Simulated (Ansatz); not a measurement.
## Electronic structure of SiO2 in real space

```xyz
36
Lattice="9.2259 0.0000 0.0000 0.0000 9.2259 0.0000 0.0000 0.0000 9.2259" Properties=species:S:1:pos:R:3 pbc="T T T"
Si    2.3065    4.6130    0.0000
Si    6.9194    0.0000    4.6130
Si    2.3065    0.0000    4.6130
Si    6.9194    4.6130    0.0000
Si    4.6130    0.0000    2.3065
Si    0.0000    4.6130    6.9194
Si    0.0000    4.6130    2.3065
Si    4.6130    0.0000    6.9194
Si    4.6130    2.3065    0.0000
Si    0.0000    6.9194    4.6130
Si    0.0000    2.3065    4.6130
Si    4.6130    6.9194    0.0000
O     5.9427    0.0000    3.2832
O     1.3297    4.6130    7.8962
O     1.3297    1.3297    4.6130
O     5.9427    5.9427    0.0000
O     5.9427    3.2832    0.0000
O     1.3297    7.8962    4.6130
O     3.2832    0.0000    3.2832
O     7.8962    4.6130    7.8962
O     1.3297    4.6130    1.3297
O     5.9427    0.0000    5.9427
O     0.0000    5.9427    3.2832
O     4.6130    1.3297    7.8962
O     0.0000    3.2832    3.2832
O     4.6130    7.8962    7.8962
O     3.2832    5.9427    0.0000
O     7.8962    1.3297    4.6130
O     0.0000    3.2832    5.9427
O     4.6130    7.8962    1.3297
O     4.6130    1.3297    1.3297
O     0.0000    5.9427    5.9427
O     3.2832    3.2832    0.0000
O     7.8962    7.8962    4.6130
O     3.2832    0.0000    5.9427
O     7.8962    4.6130    1.3297
```

Space group Im-3m; a structure from a database of computed crystals, not necessarily the ambient phase; changed on purpose from its base cell (volume × 1.10, shape and atoms relaxed); computed pressure about −9 GPa in this cell.

Level of theory: Ansatz, DFT r2SCAN, scalar-relativistic, plane waves, PAW.

In a PAW calculation such maps are meaningful between the atoms, not at the nuclei.

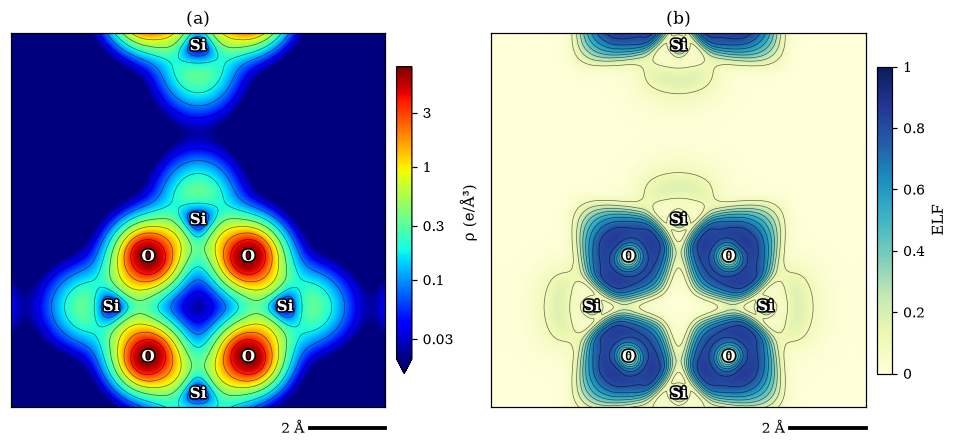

Figure 1. (a) valence charge density (pseudo); (b) electron localisation function on the (100) plane of the conventional cell.

> Read the bonding off the picture.

The section cuts through Si and O sites. Si–O (1.65 Å): ρ is about 1.2 e/Å³ halfway; the ELF peaks at about 0.85 between the atoms: a shared but strongly polarised pair. The density dies away to nearly zero in the voids. The ELF also peaks beside O, away from the bonds: lone-pair regions.

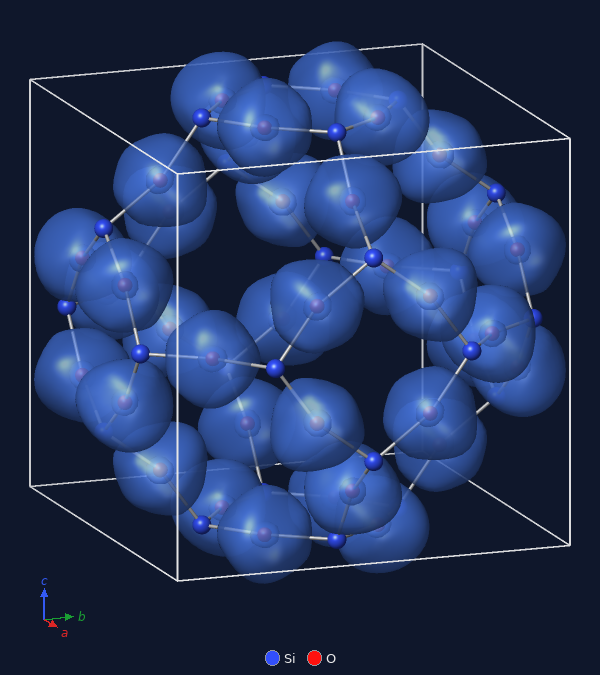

Figure 2. Isosurface of the electron localisation function at 0.6 (blue), seen slightly off an axis. Core shells and regions of very low density are left out. Sticks mark near contacts.

> Where are the electrons localised?

At this value the surface marks out 24 regions on O in which the atom's valence shell and bonds are merged, counted in one cell of 36 atoms. Any copies at cell faces, edges or corners count once.

> Does the calculation give a band gap?

It is gapped, with a Kohn–Sham gap of 5.9 eV on the k-point mesh (the band edges may lie off the mesh, which would make the gap smaller).
